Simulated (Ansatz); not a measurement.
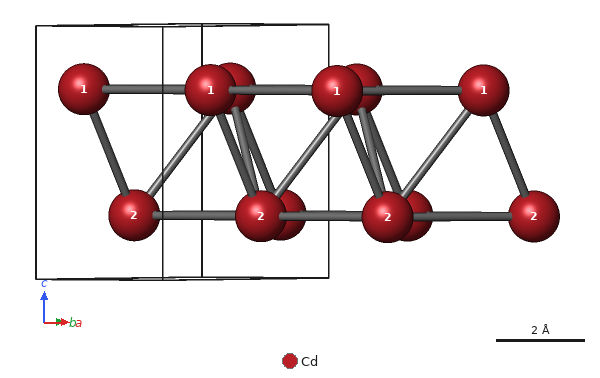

This is a symmetric starting cell of Cd (made from another compound by putting Cd in place of Hg). The picture is a ball-and-stick view of the conventional cell (2 times the calculation's cell), repeated 3 × 1 × 1 with one cell outlined, seen from a free direction. Lengths and directions refer to the drawn axes.

Theory: DFT PBE, scalar-relativistic, plane waves, PAW in Ansatz. Set-up: plane-wave cutoff 420 eV; k-point mesh 14 × 8 × 14; occupations gaussian; smearing width 0.1 eV; no spin polarisation.

The variant: All lengths are scaled by +0.8 % (volume +2.5 %), the atoms keeping their fractional coordinates. No relaxation follows. The starting cell wasn't computed here and needn't be at equilibrium, so pressure and forces aren't due to the change alone.

The input:
```yaml
crystal:
  lattice:
    - [3.6288909697, 0.0, 0.0]
    - [0.0, 5.8464580092, 0.0]
    - [-1.807219479, 0.0, 3.2151327372]
  atoms:
    - { symbol: Cd, position: [0.65155969, 0.25, 0.80422816] }
    - { symbol: Cd, position: [0.34844031, 0.75, 0.19577184] }
basis:
  ecutwfc: 420
kpoints:
  mp_grid: { grid: [14, 8, 14] }
hamiltonian:
  xc: pbe
scf:
  occupations: { method: gaussian, width: 0.1 }
output:
  forces: true
  stress: true
  eigenvalues: true
```

Launched with:
```bash
ansatz run input.yaml --threads 1 --pin off --max-ram 1331MiB --backend cpu --events-out ev --progress --plain --runs-dir out
```

> Predict the response.

Near-neighbour distances before and after: Cd–Cd 3.662 → 3.688 to 3.695 Å, Cd–Cd 3.634 → 3.660 to 3.667 Å, Cd–Cd 3.599 → 3.629 Å, Cd–Cd 3.489 → 3.517 Å. The space group stays P2_1/m (No. 11). The pressure is −3.7 GPa (not all of it need come from the change, since the unchanged cell can be under pressure at this level too). The principal stresses (compression positive) are −3.9 GPa along c and −3.6 GPa across it. The forces stay under 0.01 eV/Å.
